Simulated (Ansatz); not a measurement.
## Run report: SnO, single-point calculation

SnO (P4/nmm, 4 atoms in the cell), computed with DFT PBEsol, scalar-relativistic, plane waves, PAW, no spin polarisation (Ansatz 0.2.0).

The structure derives from a Materials Project entry. Figures and captions count atoms from 1; the log counts them from 0 in places.

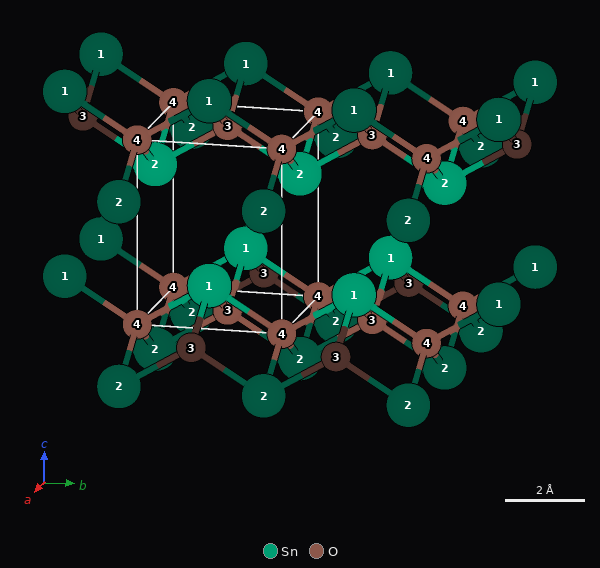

The structure (ball-and-stick view of the cell of the calculation, repeated 1 × 2 × 1, seen slightly off an axis; neighbours outside the cell are drawn fainter; atoms are numbered from 1 in the order of the input). Near neighbours in the crystal (not all of them lie inside the picture): Sn has 4 O at 2.23 Å; O has 4 Sn at 2.23 Å.

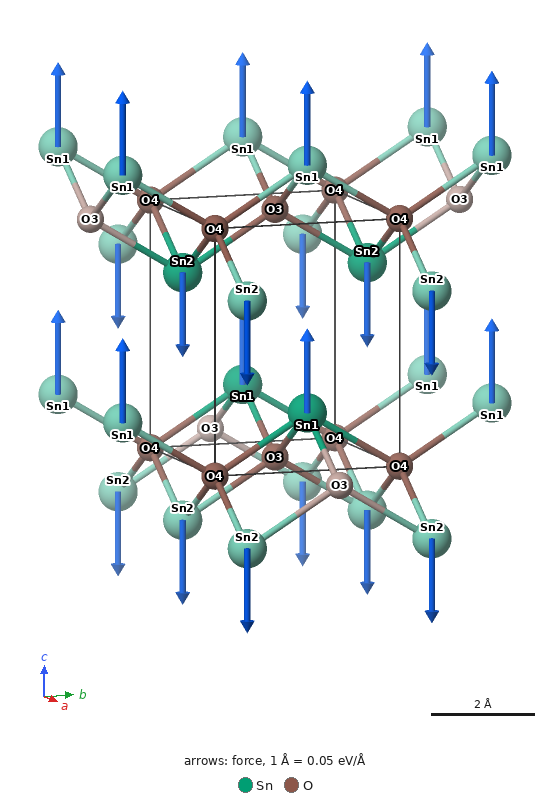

Forces on the atoms as blue arrows (ball-and-stick view of the cell of the calculation, seen slightly off an axis; neighbours outside the cell are drawn fainter; atoms are numbered from 1 in the order of the input). The largest act on Sn1, Sn2 (0.08 eV/Å). The geometry is not a stationary point of this energy.

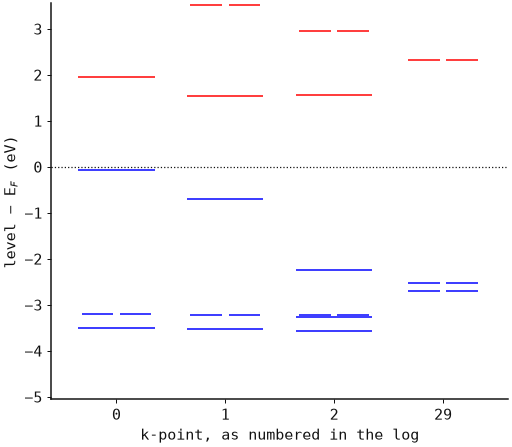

Kohn–Sham levels near the Fermi level (dotted) at the few k-points that the log prints; levels within 0.02 eV of each other stand side by side. Among these points the highest filled and lowest empty levels are 1.60 eV apart; the gap on the full mesh, 0.12 eV, has an edge at a point that isn't printed.

The input that produced these results follows, with the program's output.

## Input file
```yaml
crystal:
  lattice:
    - [3.81369522, 0.0, 0.0]
    - [0.0, 3.81369522, 0.0]
    - [0.0, 0.0, 4.8869133]
  atoms:
    - { symbol: Sn, position: [0.0, 0.5, 0.23537386] }
    - { symbol: Sn, position: [0.5, 0.0, 0.76462614] }
    - { symbol: O, position: [0.5, 0.5, 0.0] }
    - { symbol: O, position: [0.0, 0.0, 0.0] }
basis:
  ecutwfc: 420
kpoints:
  mp_grid: { grid: [6, 6, 4] }
hamiltonian:
  xc: pbesol
scf:
  occupations: { method: gaussian, width: 0.1 }
output:
  forces: true
  stress: true
  eigenvalues: true
```

Run as:
```bash
ansatz run input.yaml --threads 1 --pin off --max-ram 2560MiB --backend cpu --events-out ev --progress --plain --runs-dir out
```

## The program's output
```
Engine: ansatz 0.2.0, x86_64-unknown-linux-gnu
Pseudopotentials: kind: paw
Pseudopotential: Sn, paw, valence charge 14, recommended cutoff 420 eV (normal), Sn.paw.azcp
Pseudopotential: O, paw, valence charge 6, recommended cutoff 420 eV (normal), O.paw.azcp
Functional definition: PBEsol
  exchange = pbesol_x
  correlation = pbesol_c
Crystal: 4 atoms, lattice volume = 71.077 Å³
Basis set: ecut = 420 eV, 1409 PW (Γ), exchange–correlation on 54×54×72 points (8 copies of the dense FFT grid, shifted against one another)
Bands: 24, of which v1, the nominal top of the filled ones, is band 20 counted from 1 (19 counted from 0)
Symmetry: 16 space group operations
Space group: P4/nmm (ITA 129), of the structure as read, at distance tolerance 4.1e-5 Å
k-points: 30 of 144
Non-local potential: Sn, projectors of the file, l = 0: 2, l = 1: 2, l = 2: 2, l = 3: 2
Non-local potential: O, projectors of the file, l = 0: 2, l = 1: 2, l = 2: 1
PAW form: soft (Blöchl's): semilocal exchange-correlation on the pseudo side does not see the compensation charge
PAW frozen core: Sn, regenerated for the run's functional, and the local potential with it (the file was generated under x = pbe(κ = 0.804, μ = 0.2195149727645171), c = pbe(β = 0.06672455060314922))
PAW frozen core: O, regenerated for the run's functional, and the local potential with it (the file was generated under x = pbe(κ = 0.804, μ = 0.2195149727645171), c = pbe(β = 0.06672455060314922))
PAW one-centre angular grid: Sn, 590 points (default); XC on 64 Gauss nodes
PAW one-centre angular grid: O, 110 points (default); XC on 64 Gauss nodes
Initial density: superposition of atomic densities (neutral atoms: chi_scale 0, normalization atom), corrected by the library's trained network
Initial wavefunctions: pseudopotential atomic-orbital guess
Functional: x = pbesol(κ = 0.804, μ = 0.12345679012345678), c = pbesol(β = 0.046)
SCF iter   1: F=—  HF=-13021.438314 eV  |F-HF|=—  |Δ(HF+E_count)|=         —  Δρ=1.33e-2  dr2=1.05e-1  ethr=1.77e-3  ⟨swp⟩=5.8  Hψ=3186  notcnv=0
preconditioner: auto → Kerker (q_TF=auto, 2.479 Å⁻¹)  [metal: Δε(μ)=0.040 eV  Ē_g=17.940 eV  σ=0.100 eV  W_gap=0.22  n_scr=18 (ndim 8)  ℏωp=27.9 eV  f_vac=0.021  D(μ)=0.38/eV (n_scr^D=0)]
SCF iter   2: F=—  HF=-13021.413869 eV  |F-HF|=—  |Δ(HF+E_count)|=   2.44e-2  Δρ=2.29e-3  dr2=2.61e-3  ethr=2.63e-4  ⟨swp⟩=2.0  Hψ=1272  notcnv=0
preconditioner: auto → Resta (q_TF=auto, 2.479 Å⁻¹)  ε∞=3.4  [insulator: Δε(μ)=0.132 eV  Ē_g=17.982 eV  σ=0.100 eV  W_gap=0.65  n_scr=18 (ndim 8)  ℏωp=27.9 eV  f_vac=0.021  D(μ)=0.21/eV (n_scr^D=0)  ε∞_Penn≈3.4]
SCF iter   3: F=—  HF=-13021.413527 eV  |F-HF|=—  |Δ(HF+E_count)|=   3.41e-4  Δρ=9.60e-4  dr2=5.60e-4  ethr=6.53e-6  ⟨swp⟩=2.7  Hψ=1254  notcnv=0
SCF iter   4: F=—  HF=-13021.413573 eV  |F-HF|=—  |Δ(HF+E_count)|=   4.62e-5  Δρ=2.38e-4  dr2=4.79e-5  ethr=1.40e-6  ⟨swp⟩=2.3  Hψ=1313  notcnv=0
SCF iter   5: F=—  HF=-13021.413586 eV  |F-HF|=—  |Δ(HF+E_count)|=   1.24e-5  Δρ=4.76e-5  dr2=2.40e-6  ethr=1.20e-7  ⟨swp⟩=3.0  Hψ=1342  notcnv=0
SCF iter   6: F=-13021.413588 eV  HF=-13021.413588 eV  |F-HF|=4.19e-8  |Δ(HF+E_count)|=   1.89e-6  Δρ=1.15e-5  dr2=9.51e-8  ethr=2.50e-10  ⟨swp⟩=3.8  Hψ=3007  notcnv=0
SCF 1 converged in 6 iterations: F = -13021.413588 eV  dr2 = 9.51e-8
  greatest PAW one-centre occupation: 0.994 electrons in one spin orbital (limit 2), on the Sn atom at site 1 (counted from 0), in its partial waves of l = 2
SCF converged after 6 iterations
Free energy (F): -13021.413588 eV
Harris-Foulkes:  -13021.413588 eV  (|F-HF|=4.19e-8)
Internal energy: -13021.412512 eV  (E = F + TS)
E sigma→0 (E₀):  -13021.413050 eV
Entropy (-TS):   -0.001076 eV (-0.269 meV/atom)
Fermi energy:    9.655604 eV
--- Per-component energies (eV) ---
  E_band       = -196.404194
  E_kinetic    = 723.212160
  E_local      = -2719.562041  (includes V_loc(G=0)·N_el)
  E_nonlocal   = 36.262472
  E_hartree    = 1462.421267
  E_xc         = -904.194059
  E_vxc        = -380.714362  (∫ρ·V_xc dr)
  E_paw        = -8434.838895  (= ΣΔE_a)
  E_vpaw       = -780.446896  (= ΣTr[D̂ρ^β])
  E_aug_tail   = 0.004814  (compensation charges beyond the density's cutoff)
  E_ewald      = -3185.358485
  E_core_change = 0.640255  (= ΣΔE_core)
  E_smearing   = -0.001076  (= −TS)
  E_closure    = -0.000000  (closes the sum)
  Σ components = -13021.413588   (vs F -13021.413588, Δ=0.00e0)
--- Forces (eV/Å), atoms counted from 1 ---
  atom   1  Sn     0.00000000     0.00000000     0.08360431
  atom   2  Sn     0.00000000     0.00000000    -0.08360431
  atom   3  O      0.00000000     0.00000000    -0.00000000
  atom   4  O      0.00000000     0.00000000     0.00000000
  max |Σ_I F_I| component: 1.67e-16 eV/Å
--- Stress (GPa, compression-positive) ---
       -0.528409       0.000000       0.000000
        0.000000      -0.528409       0.000000
        0.000000       0.000000      -0.619324
  P = ⅓ Tr σ = -0.5587 GPa (-5.587 kbar)
--- Band table (eV; the first three rows and the last of 30) ---
  k-point 0: bands = ["-12.3000", "-11.8606", "-11.8572", "-11.8572", "-11.8136", "-11.8005", "-11.7589", "-11.7528", "-11.7314", "-11.7314", "-10.5147", "-7.8279", "1.9169", "2.9867", "3.3391", "3.3391", "6.1536", "6.4522", "6.4522", "9.5980", "11.6203", "13.7948", "14.3331", "14.3331"]
  k-point 1: bands = ["-12.2925", "-11.8681", "-11.8448", "-11.8448", "-11.8075", "-11.7936", "-11.7650", "-11.7596", "-11.7452", "-11.7452", "-10.4973", "-7.8282", "0.9544", "3.3914", "3.3914", "4.5615", "6.1223", "6.4441", "6.4441", "8.9551", "11.2000", "13.1737", "13.1737", "13.7844"]
  k-point 2: bands = ["-12.2849", "-11.8758", "-11.8275", "-11.8275", "-11.7989", "-11.7787", "-11.7743", "-11.7737", "-11.7639", "-11.7639", "-10.4797", "-7.8286", "0.4711", "3.4453", "3.4453", "6.0899", "6.3938", "6.4356", "6.4356", "7.4149", "11.2188", "12.6025", "12.6025", "13.2607"]
  k-point 29: bands = ["-12.2137", "-12.2137", "-11.8243", "-11.8243", "-11.7963", "-11.7963", "-11.7607", "-11.7607", "-11.7260", "-11.7260", "-8.7292", "-8.7292", "0.5986", "0.5986", "4.0431", "4.0431", "6.9671", "6.9671", "7.1205", "7.1205", "11.9727", "11.9727", "13.5121", "13.5121"]
```

## Key numbers

```tsv
quantity	value
outcome	converged
space group (tolerance 0.01 Å)	P4/nmm (129)
electrons treated	40
free energy	−13021.4136 eV
Fermi energy	9.656 eV
gap on the k-point mesh	0.12 eV
pressure	−0.56 GPa
largest force (length of the vector)	0.084 eV/Å
hardware	1 thread of Intel Xeon @ 2.50GHz (Skylake/Cascade Lake), 192 GiB of memory available, shared host
wall time	5.9 s
peak memory	0.4 GiB
```
